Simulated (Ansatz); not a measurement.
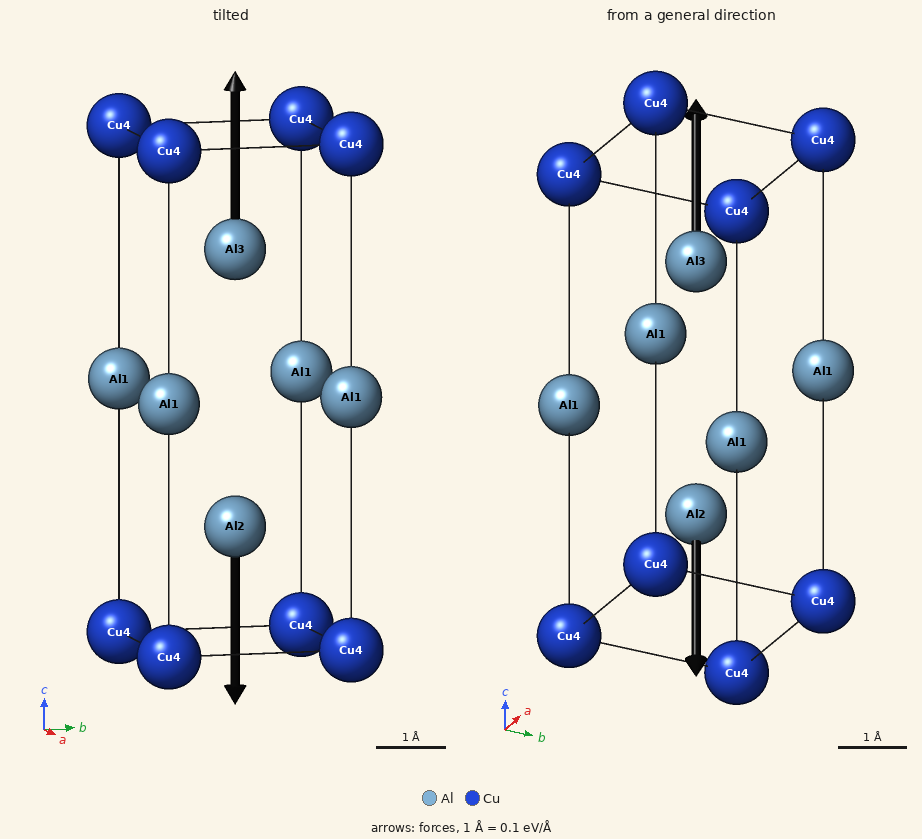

View slightly off an axis and from a general direction, drawn as a spheres-only model. The lines enclose the simulation cell; boundary atoms appear with their images. The arrows are the computed forces on the atoms.

System: Al₃Cu. The calculation used Ansatz 0.2.0, DFT PBEsol, scalar-relativistic, plane waves, PAW, with cutoff 420 eV, k-grid 16×16×6, Gaussian smearing of 0.1 eV, no spin polarisation.

> Would an optimiser stop at this geometry?

No. The atoms still feel forces of up to about 0.22 eV/Å, far above a usual threshold of 0.01 to 0.03 eV/Å.

> Where does the largest force act?

Al2 and Al3, about 0.22 eV/Å.

It goes back to a structure listed in the Materials Project. Earlier steps of the study may have refined or changed the cell and positions. An electronic-structure calculation with Ansatz was run on it.
